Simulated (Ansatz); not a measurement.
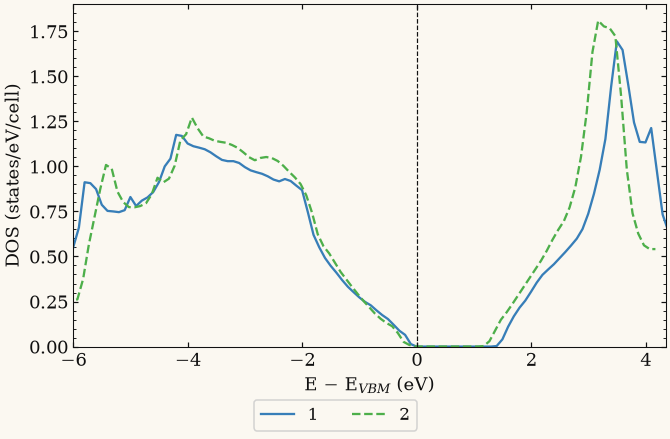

Total densities of states of BAs, space group F-43m, 2 atoms in the cell, by two methods on the same cell. Each is counted from its own valence-band top.

Question: Which curve is which? The methods: PBE+SOC, r2SCAN.

Answer: 1 is r2SCAN; 2 is PBE+SOC. r2SCAN gives a gap of 1.39 eV and PBE+SOC gives a gap of 1.14 eV.

Settings. r2SCAN: DFT r2SCAN, scalar-relativistic, plane waves, PAW, no spin polarisation, 10×10×10 k mesh, 500 eV cutoff (Ansatz). PBE+SOC: DFT PBE, spin-orbit coupling, plane waves, PAW, 10×10×10 k mesh, 420 eV cutoff, Gaussian smearing of 0.02 eV (Ansatz).
